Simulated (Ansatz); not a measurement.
Run report: C, band-structure calculation (part 1 of 2)

The run: band-structure calculation of C (1 atom in the cell). Method and program: DFT, PBE, PAW with Ansatz's default frozen-core files, scalar-relativistic, no spin polarisation (Ansatz 0.2.0).

It belongs to a series of runs on one base structure; here: volume scaled by 1, PAW files.

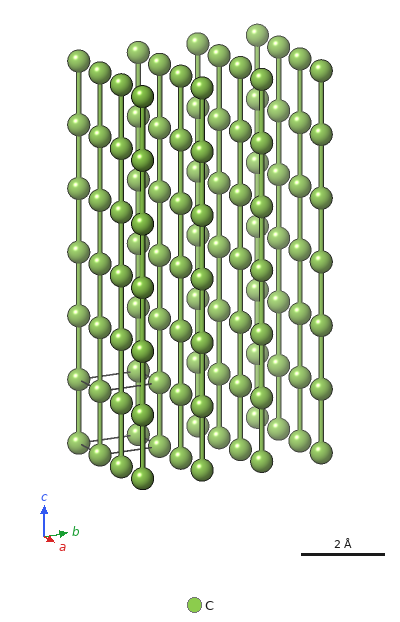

*The input geometry (ball-and-stick view of the cell of the calculation, repeated 3 × 3 × 6, seen slightly off an axis).*

Input file:
```yaml
crystal:
  lattice:
    - [2.0410751715, 0.0, 0.0]
    - [-1.0205375858, 1.7676229496, 0.0]
    - [0.0, 0.0, 1.5678823434]
  atoms:
    - { symbol: C, position: [0.0, 0.0, 0.0] }
kpoints:
  mp_grid: { grid: [24, 24, 22] }
  band_path:
    path:
      - [0.0, 0.0, 0.0]
      - [0.5, 0.0, 0.0]
      - [0.3333333333, 0.3333333333, 0.0]
      - [0.0, 0.0, 0.0]
      - [0.0, 0.0, 0.5]
      - [0.5, 0.0, 0.5]
      - [0.3333333333, 0.3333333333, 0.5]
      - [0.0, 0.0, 0.5]
      - [0.5, 0.0, 0.5]
    npoints: 8
scf:
  occupations: { method: fermi_dirac, width: 0.1 }
hamiltonian:
  xc: pbe
  pseudopotentials: { kind: paw }
output:
  forces: true
  stress: true
  eigenvalues: true
  populations: true
  dos: { projected: true, de: 0.2, e_range: [-14, 8] }
  write_density: true
  write_potential: true
  elf: true
  volumetric_format: npy
```

Machine: 1 thread of Intel Xeon (Sapphire Rapids), 32 GiB of memory available, shared host.

Launch command:
```bash
ansatz run input.yaml --threads 1 --pin off --max-ram 2048MiB --backend cpu --events-out ev --progress --plain --runs-dir out
```

The program's output:
```
Engine: ansatz 0.2.0, x86_64-unknown-linux-gnu
Pseudopotentials: kind: paw
Pseudopotential: C, paw, valence charge 4, recommended cutoff 420 eV (normal), C.paw.azcp
Functional definition: PBE
  parameter kappa = 0.804
  parameter beta = 0.06672455060314922
  exchange = pbe_x(kappa = kappa, mu = beta*pi^2/3)
  correlation = pbe_c(beta = beta)
Crystal: 1 atoms, lattice volume = 5.657 Å³
Basis set: ecut = 420 eV, 119 PW (Γ), exchange–correlation on 30×30×24 points (8 copies of the dense FFT grid, shifted against one another)
Bands: 6, of which v1, the nominal top of the filled ones, is band 2 counted from 1 (1 counted from 0)
Symmetry: 24 space group operations
Space group: P6/mmm (ITA 191), of the structure as read, at distance tolerance 1.8e-5 Å
k-points: 732 of 12672
Non-local potential: C, projectors of the file, l = 0: 2, l = 1: 2, l = 2: 1
PAW form: soft (Blöchl's): semilocal exchange-correlation on the pseudo side does not see the compensation charge
PAW one-centre angular grid: C, 110 points (default); XC on 64 Gauss nodes
Initial density: superposition of atomic densities (neutral atoms: chi_scale 0, normalization atom), corrected by the library's trained network
Initial wavefunctions: pseudopotential atomic-orbital guess
Functional: x = pbe(κ = 0.804, μ = 0.2195149727645171), c = pbe(β = 0.06672455060314922)
SCF iter   1: F=—  HF=-247.996818 eV  |F-HF|=—  |Δ(HF+E_count)|=         —  Δρ=9.69e-3  dr2=1.56e-3  ethr=1.77e-3  ⟨swp⟩=4.9  Hψ=34392  notcnv=0
preconditioner: auto → none  [metal: Δε(μ)=0.005 eV  Ē_g=24.925 eV  σ=0.100 eV  W_gap=0.01  n_scr=0 (ndim 8)  ℏωp=31.2 eV  f_vac=0.000  D(μ)=0.22/eV (n_scr^D=0)]
SCF iter   2: F=—  HF=-247.996365 eV  |F-HF|=—  |Δ(HF+E_count)|=   4.53e-4  Δρ=4.33e-3  dr2=2.49e-4  ethr=3.90e-5  ⟨swp⟩=1.0  Hψ=10248  notcnv=0
SCF iter   3: F=—  HF=-247.996318 eV  |F-HF|=—  |Δ(HF+E_count)|=   4.66e-5  Δρ=4.65e-4  dr2=1.81e-6  ethr=6.23e-6  ⟨swp⟩=1.8  Hψ=5495  notcnv=0
SCF iter   4: F=—  HF=-247.996321 eV  |F-HF|=—  |Δ(HF+E_count)|=   3.20e-6  Δρ=3.24e-5  dr2=2.70e-8  ethr=4.53e-8  ⟨swp⟩=1.8  Hψ=5249  notcnv=0
iter 5 did not close the SCF: its close was put off for the readings that it lacked (scf_convergence_deferred on its scf_iter line)
SCF iter   5: F=-247.996321 eV  HF=-247.996321 eV  |F-HF|=9.47e-10  |Δ(HF+E_count)|=   1.07e-8  Δρ=8.30e-6  dr2=1.84e-9  ethr=6.76e-10  ⟨swp⟩=1.1  Hψ=4385  notcnv=0
SCF iter   6: F=-247.996321 eV  HF=-247.996321 eV  |F-HF|=3.98e-13  |Δ(HF+E_count)|=  8.24e-10  Δρ=2.56e-7  dr2=1.14e-12  ethr=4.60e-11  ⟨swp⟩=3.6  Hψ=15957  notcnv=0
SCF 1 converged in 6 iterations: F = -247.996321 eV  dr2 = 1.14e-12
  greatest PAW one-centre occupation: 0.660 electrons in one spin orbital (limit 2), on the C atom at site 0 (counted from 0), in its partial waves of l = 0
```

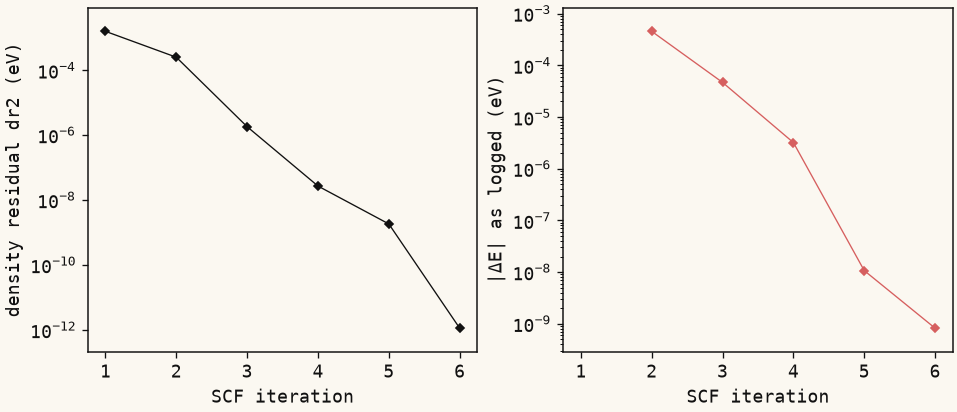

*Convergence of the self-consistent field: density residual dr2 and size of the energy change against the SCF iteration.*

The residual falls at every step.

```
NSCF: frozen V_eff on 65 k-points
SCF converged after 6 iterations
Free energy (F): -247.996321 eV
Harris-Foulkes:  -247.996321 eV  (|F-HF|=3.98e-13)
Internal energy: -247.988970 eV  (E = F + TS)
E sigma→0 (E₀):  -247.992645 eV
Entropy (-TS):   -0.007352 eV (-7.352 meV/atom)
Fermi energy:    14.200861 eV
--- Per-component energies (eV) ---
  E_band       = 22.199715
  E_kinetic    = 86.977468
  E_local      = -39.180224  (includes V_loc(G=0)·N_el)
  E_nonlocal   = 26.906443
  E_hartree    = 6.123270
  E_xc         = -47.667892
  E_vxc        = -59.153085  (∫ρ·V_xc dr)
  E_paw        = -98.381939  (= ΣΔE_a)
  E_vpaw       = -5.597432  (= ΣTr[D̂ρ^β])
  E_aug_tail   = 0.000005  (compensation charges beyond the density's cutoff)
  E_ewald      = -182.766100
  E_smearing   = -0.007352  (= −TS)
  E_closure    = 0.000000  (closes the sum)
  Σ components = -247.996321   (vs F -247.996321, Δ=0.00e0)
--- Forces (eV/Å), atoms counted from 1 ---
  atom   1  C     -0.00000000     0.00000000     0.00000000
  max |Σ_I F_I| component: 5.59e-33 eV/Å
--- Stress (GPa, compression-positive) ---
        0.020317       0.000000      -0.000000
        0.000000       0.020317       0.000000
       -0.000000       0.000000      -0.023205
  P = ⅓ Tr σ = 0.0058 GPa (0.058 kbar)
--- Band table (eV; the first three rows and the last of 732) ---
  k-point 0: bands = ["-7.7184", "20.5175", "20.5175", "31.7171", "39.3906", "42.9660"]
  k-point 1: bands = ["-7.6179", "20.6056", "20.6056", "30.7268", "40.0607", "43.0886"]
  k-point 2: bands = ["-7.3171", "20.8662", "20.8662", "28.4653", "41.3362", "43.4557"]
  k-point 731: bands = ["8.1449", "15.5114", "15.5114", "18.8977", "28.8354", "28.8354"]
--- Löwdin populations: 1 site ---
  site symbol       q [e]
     0      C      3.9812
  spilling = 0.004710 (of n_electrons = 4.000000)
```

File bands.tsv:
```
# k_distance	band_0	band_1	band_2	band_3	band_4	band_5
# fermi_ev = 14.200861
# lock_threshold_ev = 1e-6
# [0, 0, 0] at k_distance = 0.000000
# [0.5, 0, 0] at k_distance = 1.777298
# [0.3333333333, 0.3333333333, 0] at k_distance = 2.803421
# [0, 0, 0] at k_distance = 4.855668
# [0, 0, 0.5] at k_distance = 6.859385
# [0.5, 0, 0.5] at k_distance = 8.636683
# [0.3333333333, 0.3333333333, 0.5] at k_distance = 9.662807
# [0, 0, 0.5] at k_distance = 11.715054
# [0.5, 0, 0.5] at k_distance = 13.492352
# levels_relative_to = fermi_ev
# free_energy_ev = -247.996321
# largest_residual_norms_ev = 4.212e-4 4.067e-4 5.049e-4 6.686e-4 7.818e-4 9.954e-4
0.000000	-21.919218	6.316644	6.316644	17.516244	25.189757	28.765111
0.222162	-21.763582	5.683116	6.101043	17.583387	25.558072	26.873269
0.444324	-21.297197	3.973824	5.523883	17.775672	23.732002	27.319562
0.666487	-20.521658	1.562939	4.747114	18.073519	21.420233	29.279260
0.888649	-19.440189	-1.200875	3.931825	18.438363	19.608974	31.494962
1.110811	-18.058491	-4.076013	3.201172	18.269963	18.819519	33.602302
1.332973	-16.387778	-6.897855	2.635711	17.353286	19.158958	35.254097
1.555136	-14.460585	-9.546412	2.278707	16.817976	19.393782	36.230072
1.777298	-12.792242	-11.460012	2.156997	16.641980	19.477983	36.538666
1.905563	-12.750138	-11.404186	1.795860	17.072469	19.486681	36.391236
2.033829	-12.624300	-11.236928	0.823101	18.246514	19.510880	35.953410
2.162094	-12.416121	-10.958726	-0.531370	19.549374	19.924529	35.253145
2.290360	-12.128769	-10.570555	-2.078207	19.602421	21.894179	34.328045
2.418625	-11.769227	-10.074029	-3.694274	19.651929	23.977698	33.220036
2.546891	-11.353991	-9.470769	-5.292168	19.697263	26.038760	32.003744
2.675156	-10.932239	-8.763644	-6.782992	19.730371	27.909073	30.724036
2.803421	-10.690018	-7.956108	-7.956108	19.743123	29.427621	29.427621
3.059952	-12.185732	-7.854166	-6.059748	19.679473	26.932371	30.981007
3.316483	-14.603103	-6.165296	-3.839572	19.470306	24.754583	30.851171
3.573014	-16.791244	-4.030808	-1.397229	19.123349	23.100364	29.958401
3.829545	-18.620184	-1.613084	1.090683	18.684120	22.185235	28.852915
4.086076	-20.057545	0.963402	3.341684	18.237926	22.288677	27.763142
4.342607	-21.090177	3.480288	5.038884	17.855470	23.690192	26.743246
4.599137	-21.711723	5.496773	6.012229	17.605504	25.737891	26.364327
4.855668	-21.919218	6.316644	6.316644	17.516244	25.189757	28.765111
5.106133	-21.729394	6.482852	6.482852	15.772690	26.324869	28.996840
5.356598	-21.161300	6.971560	6.971560	12.240956	27.986547	29.690906
5.607062	-20.218983	7.758449	7.758449	8.287092	28.882631	30.847993
5.857527	-18.910527	4.316256	8.771200	8.771200	28.999767	32.450944
6.107991	-17.251198	0.500957	9.914290	9.914290	28.682735	34.483700
6.358456	-15.275813	-3.050465	11.022100	11.022100	28.251821	36.888368
6.608921	-13.109119	-6.175686	11.859184	11.859184	27.917389	39.227220
6.859385	-11.670704	-7.934551	12.177189	12.177189	27.797745	38.468699
7.081548	-11.537146	-7.811571	11.919430	12.030428	26.685815	37.749679
7.303710	-11.143473	-7.443774	11.151444	11.628629	24.130449	36.220673
7.525872	-10.511017	-6.834592	9.919781	11.066599	21.084408	34.569295
7.748034	-9.683811	-5.993038	8.312406	10.448479	18.007884	33.052166
7.970197	-8.739210	-4.937720	6.479820	9.878979	15.184549	31.960824
8.192359	-7.809278	-3.716455	4.596978	9.427807	12.854071	31.104604
8.414521	-7.092191	-2.480986	2.921210	9.139474	11.276863	30.575537
8.636683	-6.816609	-1.816954	2.102925	9.040605	10.711009	30.349736
8.764949	-6.792864	-1.766319	2.116307	8.889159	10.772436	27.726022
8.893214	-6.725054	-1.614717	2.154751	8.455930	10.956693	25.234145
9.021480	-6.618810	-1.363073	2.212196	7.799178	11.263716	22.917587
9.149745	-6.484675	-1.012841	2.274266	7.000618	11.693409	20.791710
9.278011	-6.337993	-0.565938	2.307357	6.150084	12.246250	18.873719
9.406276	-6.200368	-0.026946	2.236293	5.378880	12.920616	17.190539
9.534541	-6.096796	0.600707	1.929071	4.859530	13.716894	15.767622
9.662807	-6.055985	1.310515	1.310515	4.696804	14.634588	14.634588
9.919338	-6.265790	-0.438523	2.950670	5.104757	13.343009	16.831905
10.175869	-6.936319	-2.274422	4.810347	5.974456	13.416118	19.504673
10.432399	-7.955959	-3.938728	6.764535	7.095667	14.730370	22.640298
10.688930	-9.095387	-5.349777	8.377447	8.629651	17.012184	26.200627
10.945461	-10.146257	-6.470061	9.712817	10.203243	19.977936	30.105713
11.201992	-10.971946	-7.280747	10.941258	11.329710	23.288504	34.099361
11.458523	-11.492866	-7.770610	11.842910	11.973700	26.357559	37.331952
11.715054	-11.670704	-7.934551	12.177189	12.177189	27.797745	38.468699
11.937216	-11.537146	-7.811571	11.919430	12.030428	26.685815	37.749679
12.159378	-11.143473	-7.443774	11.151444	11.628629	24.130449	36.220673
12.381540	-10.511017	-6.834592	9.919781	11.066599	21.084408	34.569295
12.603703	-9.683811	-5.993038	8.312406	10.448479	18.007884	33.052166
12.825865	-8.739210	-4.937720	6.479820	9.878979	15.184549	31.960824
13.048027	-7.809278	-3.716455	4.596978	9.427807	12.854071	31.104604
13.270189	-7.092191	-2.480986	2.921210	9.139474	11.276863	30.575537
13.492352	-6.816609	-1.816954	2.102925	9.040605	10.711009	30.349736
```
